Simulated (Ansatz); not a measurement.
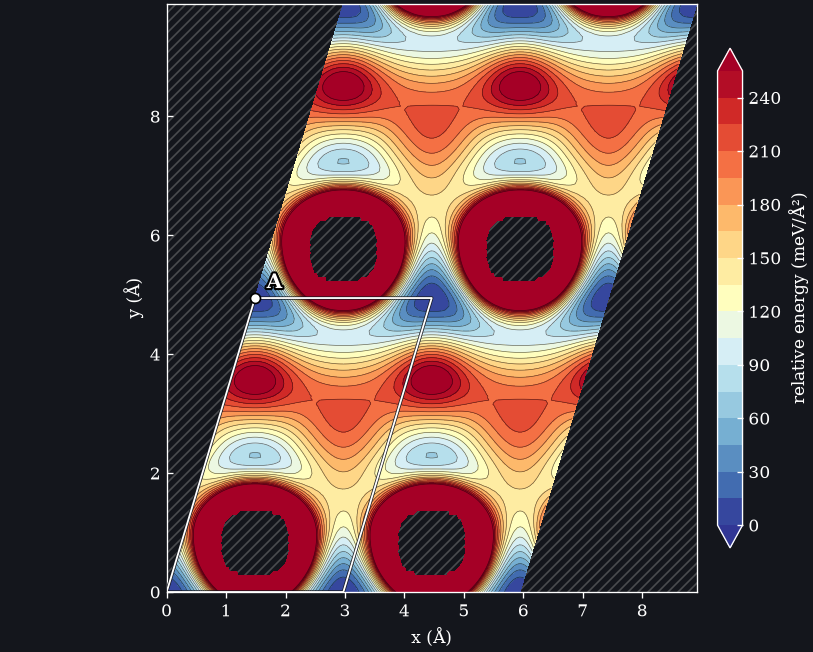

TiO2 (R-3m, No. 166; 12 atoms in the cell). Gamma surface: rigid slide across a plane, one fault a cell; the plane is (1 0 1) of the conventional cell, and the faces at the cut hold Ti and O. Places are given modulo a cell vector. The map is drawn in real space over the plane of the slide. Nothing is relaxed (rigid halves, spacing across the cut fixed). The scan uses a 6 × 6 grid; 20 points were computed and 14 follow by symmetry. At 2 points there is no value (left out of the scan, as a rule where atoms come close). All energies are given in meV/Å² relative to the lowest grid point. The calculation used DFT PBE+D3(BJ), scalar-relativistic, plane waves, PAW in Ansatz 0.2.0. Settings: cutoff 520 eV, k-mesh 9×6×3 in the order of the run's cell vectors, gaussian smearing 0.05 eV, no spin polarisation.

The picture shows filled contours, the outline of one cell of the 2 × 2 shown, one colour for all values above the top of the scale, hatched blanks where no value was computed, the point A. Between grid points the surface is interpolated.

### What is the easiest way out of the well at A, and how high is the barrier?

The easiest path leads from the well at (0/6, 0/6) of the cell vectors to its copy one period on. Its highest point lies about 96.4 meV/Å² above the bottom of the first well on the interpolated surface, at about (0.57, 0.87) of the cell vectors. The start is the relaxed structure and all else is held, so a fully relaxed path at this level can only be lower.

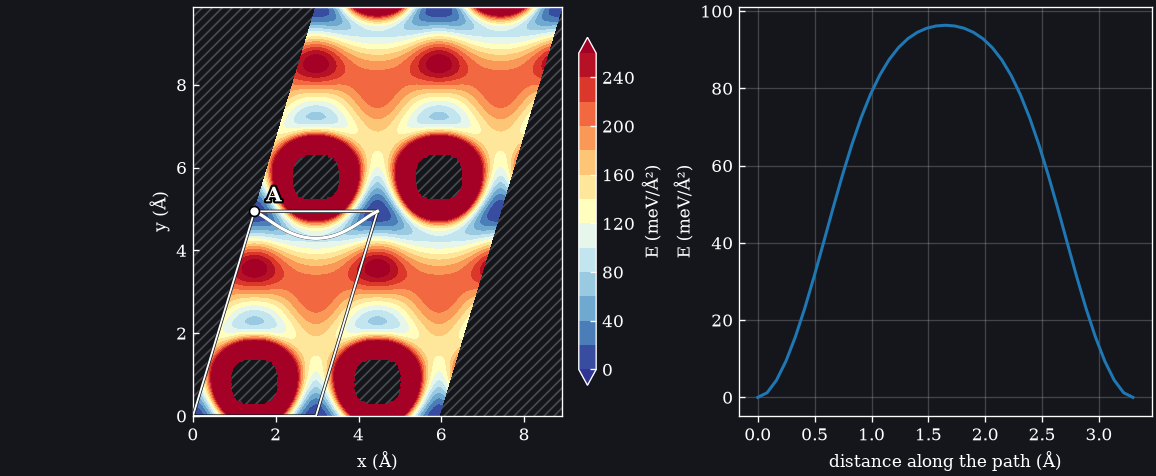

Drawn: filled contours, a line along the lowest path, the outline of one cell of the 2 × 2 shown, one colour for all values above the top of the scale, hatched blanks where no value was computed, the energy along the path at the right. Between grid points the surface is interpolated.

PAW datasets: the set soft_1.
